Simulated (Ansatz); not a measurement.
**Ga4As3P: density, localisation and related maps**

The calculation's input:

```
crystal:
  lattice:
    - [3.9703273764, 0.0, 0.0]
    - [0.0, 7.9380511619, 0.0]
    - [0.0, 0.0, 5.6066590795]
  atoms:
    - { symbol: P, position: [0.0, 0.0, -7.24647e-05] }
    - { symbol: Ga, position: [0.5, 0.0, 0.7623229516] }
    - { symbol: As, position: [0.5, 0.7537233582, 0.4999858221] }
    - { symbol: Ga, position: [0.0, 0.7567433926, 0.2457707999] }
    - { symbol: As, position: [0.0, 0.5, 0.0001717412] }
    - { symbol: Ga, position: [0.5, 0.5, 0.7460645278] }
    - { symbol: As, position: [0.5, 0.2462766418, 0.4999858221] }
    - { symbol: Ga, position: [0.0, 0.2432566074, 0.2457707999] }
kpoints:
  mp_grid: { grid: [6, 4, 6] }
  band_path:
    path:
      - [[0.0, 0.0, 0.0], [0.5, 2.868127770945e-18, 8.481134113522e-34], [0.5, 0.5, 7.935767501182e-34], [1.457329173998e-35, 0.5, -5.453666123408e-35], [0.0, 0.0, 0.0], [-2.419019944965e-50, -1.633561420725e-51, 0.5], [0.5, 2.868127770945e-18, 0.5], [0.5, 0.5, 0.5], [4.33645937056e-35, 0.5, 0.5], [-2.419019944965e-50, -1.633561420725e-51, 0.5]]
      - [[0.5, 2.868127770945e-18, 8.481134113522e-34], [0.5, 2.868127770945e-18, 0.5]]
      - [[1.457329173998e-35, 0.5, -5.453666123408e-35], [4.33645937056e-35, 0.5, 0.5]]
      - [[0.5, 0.5, 7.935767501182e-34], [0.5, 0.5, 0.5]]
    npoints: 10
hamiltonian:
  xc: pbe
scf:
  occupations: { method: fermi_dirac, width: 0.02 }
  n_extra_bands: 6
output:
  forces: true
  stress: true
  eigenvalues: true
  write_density: true
  write_potential: true
  elf: true
  volumetric_format: npy
```

Command:

```sh
ansatz run input.yaml --threads 4 --pin off --max-ram 6451MiB --backend cpu --events-out ev --progress --plain --runs-dir out
```

Below, planes, directions and counts refer to the conventional cell (a = 3.97 Å, b = 7.94 Å, c = 5.61 Å, α = 90.00°, β = 90.00°, γ = 90.00°).

Space group Pmm2; started from the ordered alloy on zincblende lattice prototype, which need not be the ambient phase; computed pressure about 3 GPa in this cell.

These are results of Ansatz, DFT, PBE, plane waves, PAW, not measurements.

The density is the valence pseudo-density of a PAW calculation; it isn't the true density close to the nuclei.

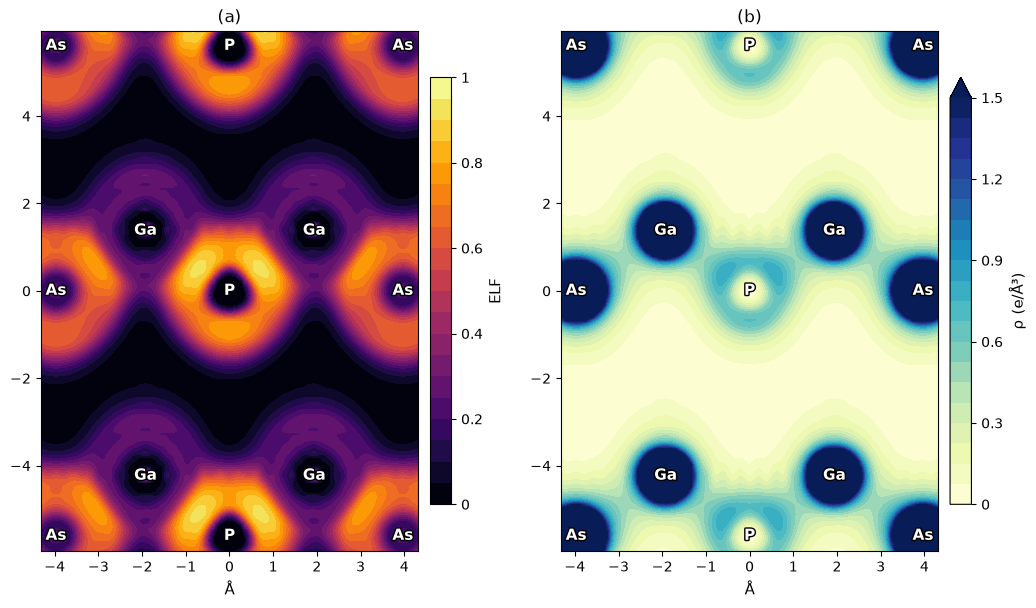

Figure 1. (a) electron localisation function; (b) valence pseudo-density on the (100) plane of the conventional cell.

Question: Interpret the plot.

Answer: The section cuts through P, Ga and As sites.
Ga–P (2.37 Å): ρ at the midpoint is about 0.54 e/Å³; the ELF peaks at about 0.90 in the valence shell of P, 0.9 Å from its nucleus, and is about 0.75 at the midpoint.
Ga–As (2.46 Å): ρ is about 0.49 e/Å³ halfway; the ELF peaks at about 0.80 between the atoms (a covalent bond).
Between the atoms the lowest density in this plane is 0.01 e/Å³.

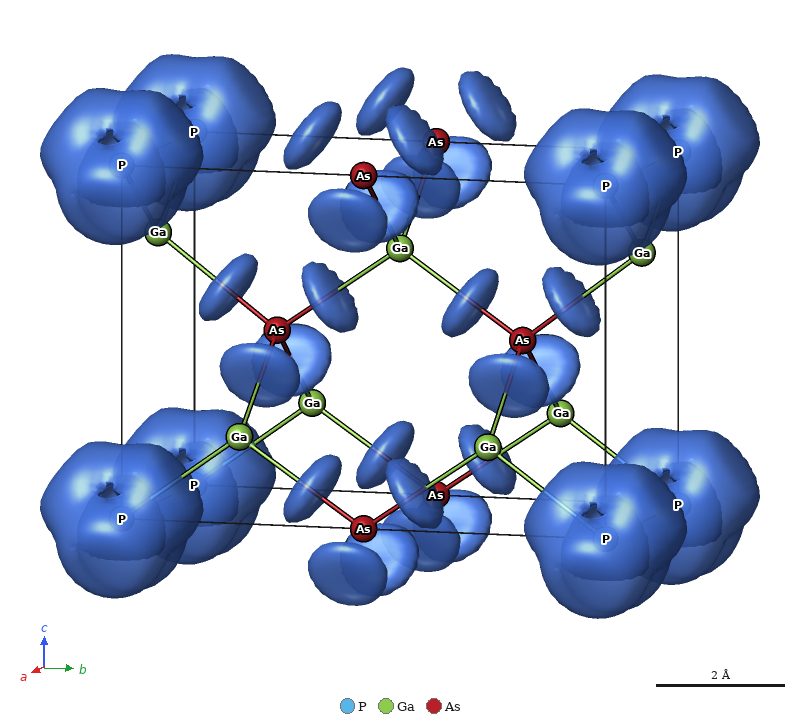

Figure 2. Isosurface of the electron localisation function at 0.7 (blue), seen slightly off an axis. Core shells and regions of very low density are left out. Sticks mark near contacts.

Question: What do the ELF domains correspond to?

Answer: The surface consists of twelve regions between bonded As–Ga atoms (shared pairs) and one region on P in which the atom's valence shell and bonds are merged, counted in one cell of 8 atoms. Any copies at cell faces, edges or corners count once. Along the contacts the grid gives the following. Ga–As (2.44 Å): the ELF peaks at about 0.80 between the atoms (localised, covalent bonding).

Question: Metal or insulator at this level of theory?

Answer: It is gapped, with a Kohn–Sham gap of 0.76 eV on the k-point mesh (the band edges may lie off the mesh, which would make the gap smaller).
